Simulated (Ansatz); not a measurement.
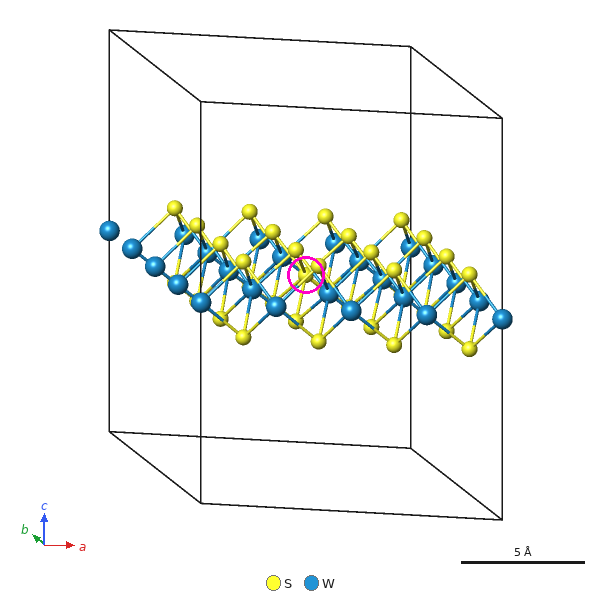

An orthographic ball-and-stick view of the structure, slightly off an axis. Lines trace the edges of the supercell. The host is WS2, in a cell of 48 sites, and the cell carries a charge of +1. A ring marks the defect's site.

Where does the cell differ from the host, and how?

Answer. Sulfur on a tungsten site (an antisite). It is bonded to six S in a trigonal prismatic arrangement at about 2.4 Å. Not all metal-metal contacts are counted.

All computed values are from Ansatz, DFT PBE+D3(BJ), scalar-relativistic, plane waves, PAW. Settings: a basis cut at 420 eV, a 2×2×2 k-point grid, Gaussian smearing of 0.01 eV, collinear spins.

Does the cell have a net magnetic moment?

Answer. Yes, 1.0 μB in the cell.

The atoms were relaxed in the host's cell with DFT PBE+D3(BJ), scalar-relativistic, plane waves, PAW (Ansatz).
